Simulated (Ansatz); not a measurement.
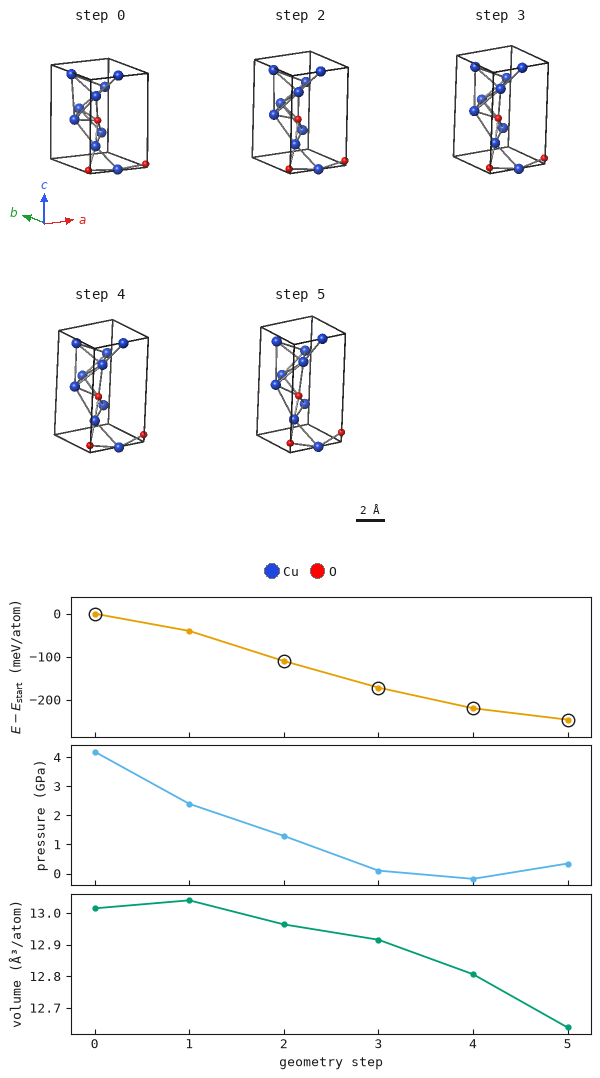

Frames of a relaxation of crystalline Cu4O (a generated structure, set up in P1) (coarse preliminary run), marked on the history of the run. A ball-and-stick model of the cell of the calculation, seen from a free direction.

Level of theory: Ansatz, DFT PBE, scalar-relativistic, plane waves, PAW. (plane-wave cutoff 420 eV; k-point mesh 6 × 6 × 4; occupations gaussian; smearing width 0.2 eV; no spin polarisation; cell and atoms relaxed; force threshold 0.025 eV/Å; at most 60 steps)

**What happens along the run?**

The run was cut off at its time limit before the relaxation converged, so the last structure is only a point on the way. After 5 geometry steps the energy has fallen by 246 meV per atom. The largest force component goes from 2.7 to 0.38 eV/Å. Pressure: 4.19 GPa at the start and 0.34 GPa at the end. The largest move relative to the cell is that of a Cu atom, 0.63 Å along [−3 −2 2]. By element the largest moves are Cu 0.63 Å, O 0.45 Å. Cell: a 4.357 → 4.007 Å (−8.0 %), b 4.477 → 4.120 Å (−8.0 %), c 7.148 → 8.023 Å (+12.2 %), α 90.6° → 84.1°, β 89.3° → 81.6°, γ 111.0° → 103.0°. Volume −2.9 %. Near-neighbour distances that change, for instance: Cu–Cu 3.692 → 2.435 Å, Cu–Cu 3.557 → 2.420 Å, Cu–Cu 3.649 → 2.670 Å, Cu–O 2.383 → 3.224 Å. New bonds form: Cu–Cu (3.56 → 2.42 Å), Cu–Cu (3.65 → 2.67 Å), Cu–Cu (3.69 → 2.43 Å). Bond angles that change, for instance: Cu–O–Cu 160.6° → 121.6°, Cu–Cu–Cu 93.0° → 126.4°, Cu–O–Cu 108.8° → 140.8°. The space group stays P1 (No. 1). From step 0 to 2: a Cu atom moves most (0.27 Å), volume −0.4 %, energy −110 meV per atom. From step 2 to 3: a Cu atom moves most (0.19 Å), volume −0.4 %, energy −61.7 meV per atom. From step 3 to 4: a Cu atom moves most (0.18 Å), volume −0.8 %, energy −48.0 meV per atom. From step 4 to 5: an O atom moves most (0.17 Å), volume −1.3 %, energy −26.5 meV per atom.
